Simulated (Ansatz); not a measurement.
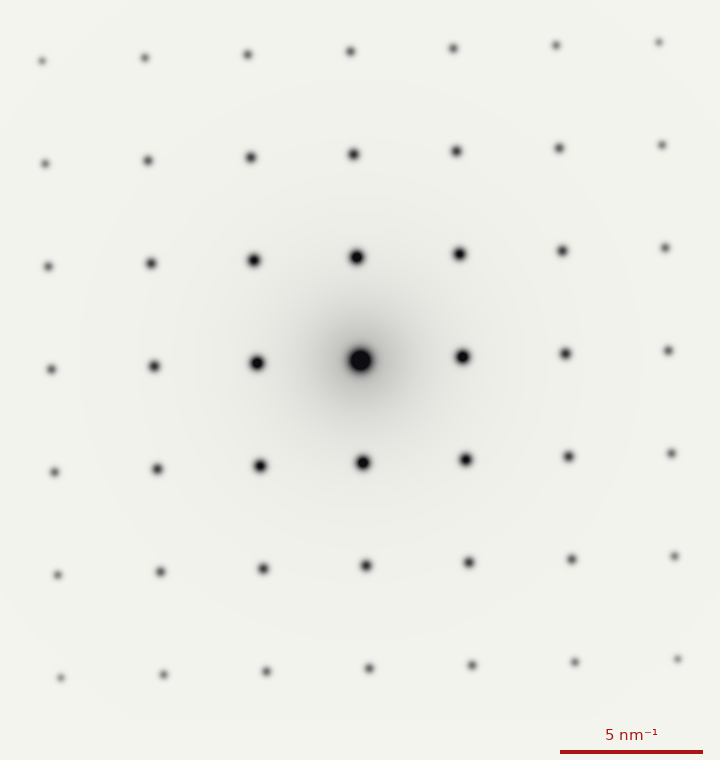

Kinematic zone-axis pattern, calculated for 200 keV electrons with B = 1 Å².

It belongs to Ta, space group Pm-3m (No. 221), a = 2.755 Å. Structure: the end point of a relaxation with DFT, revPBE, plane waves (420 eV) with PAW, scalar-relativistic (Ansatz 0.2.0); the starting structure was generated, so it need not be a known form of this composition.

> Which low-index zone axis gives this pattern?

The spots form a square net with both shortest vectors at d = 2.76 Å, 90.0° apart. They index as 1 0 0 and 0 1 0, so the zone axis is [001] (or an equivalent direction of <001>).
